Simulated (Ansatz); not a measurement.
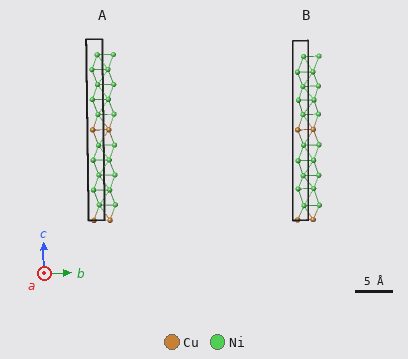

Two geometries of solid CuNi5 (a generated structure, set up in P1) (coarse preliminary run), drawn at one scale. One is the start of a relaxation, the other its converged end. A ball-and-stick model of the cell of the calculation, repeated 1 × 2 × 1 with one cell outlined, seen along the a axis.

Theory: DFT PBE, scalar-relativistic, plane waves, PAW (Ansatz 0.2.0). Settings: plane-wave cutoff 420 eV; k-point mesh 12 × 12 × 1; occupations gaussian; smearing width 0.2 eV; collinear spin; cell and atoms relaxed; force threshold 0.025 eV/Å; at most 60 steps.

Which one is relaxed?

Answer. Structure A is the relaxed one. After 3 accepted moves (4 points after the start) the energy has fallen by 90.5 meV per atom. The largest force component goes from 3 to 0.0019 eV/Å. The pressure goes from 11.24 to 0.01 GPa. The SCF was repeated once at an unchanged geometry on a basis and grid sized afresh for the cell, which shifted the energy by 0.2 meV per atom at most. The atom that moves furthest relative to the cell is a Ni atom (0.28 Å in a general direction near [3 −3 −1]). By element the largest moves are Ni 0.28 Å, Cu 0.11 Å. Cell: a 2.483 → 2.497 Å (+0.6 %), b 2.403 → 2.497 Å (+3.9 %), c 24.449 → 24.656 Å (+0.9 %), α 88.3° → 90.0°, β 90.6° → 90.0°, γ 118.4° → 120.0°. Volume +3.8 %. Among the contacts that change: Ni–Ni 2.848 → 2.486 Å, Ni–Ni 2.189 → 2.492 Å, Ni–Ni 2.768 → 2.489 Å, Cu–Ni 2.275 → 2.548 Å. Within 0.06 Å the space group is P1 at the start and P-6m2 at the end; at a tighter tolerance small leftover displacements or strains of the cell lower it. The run took 8.2 min on 4 threads of Intel(R) Xeon(R) 6975P-C (Granite Rapids) (shared host), peak memory 2.2 GiB.
